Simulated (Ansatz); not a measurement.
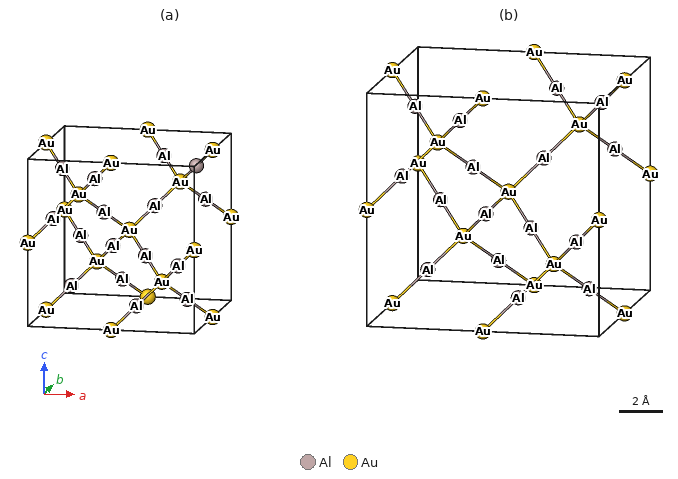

The structure of a crystal of Al2Au (built on the beta-cristobalite_227 type) (coarse preliminary run) before (left) and after (right) a relaxation, at one scale.

The picture is a ball-and-stick view of the conventional cell (4 times the calculation's cell), seen slightly off an axis. Lengths and directions refer to the drawn axes.

Case: beta-cristobalite type (Fd-3m, No. 227).

Theory: DFT PBE, scalar-relativistic, plane waves, PAW (Ansatz).

Input file:
```yaml
crystal:
  lattice:
    - [0.0, 3.9767173758, 3.9767173758]
    - [3.9767173758, 0.0, 3.9767173758]
    - [3.9767173758, 3.9767173758, 0.0]
  atoms:
    - { symbol: Al, position: [0.625, 0.625, 0.625] }
    - { symbol: Al, position: [0.125, 0.625, 0.625] }
    - { symbol: Al, position: [0.625, 0.625, 0.125] }
    - { symbol: Al, position: [0.625, 0.125, 0.625] }
    - { symbol: Au, position: [0.5, 0.5, 0.5] }
    - { symbol: Au, position: [0.75, 0.75, 0.75] }
basis:
  ecutwfc: 420
kpoints:
  mp_grid: { grid: [4, 4, 4] }
hamiltonian:
  xc: pbe
scf:
  occupations: { method: gaussian, width: 0.1 }
  lower_state_search: "off"
output:
  forces: true
  stress: true
  eigenvalues: true
relax:
  adjacent_minimum: "off"
  f_tol: 0.04
  max_steps: 70
  cell: { stress_tol: 0.4 }
```

Launched with:
```bash
ansatz run input.yaml --threads 1 --pin off --max-ram 2560MiB --backend cpu --events-out ev --progress --plain --runs-dir out
```

### Describe what moved and what it gained.

The atoms keep their places relative to the cell (all moves are under 0.005 Å). Cell: a = b = c 7.953 → 11.091 Å (+39.4 %). Volume +171.1 %. Among the contacts that change: Al1–Au5 1.722 → 2.401 Å. The space group stays Fd-3m (No. 227). Over 9 accepted moves (11 points after the start) the energy falls by 8686 meV per atom. All forces vanish by symmetry, so only the cell relaxes. The pressure goes from 179.53 to 0.08 GPa. The SCF was repeated twice at an unchanged geometry on a basis and grid sized afresh for the cell, which shifted the energy by 402 meV per atom at most.
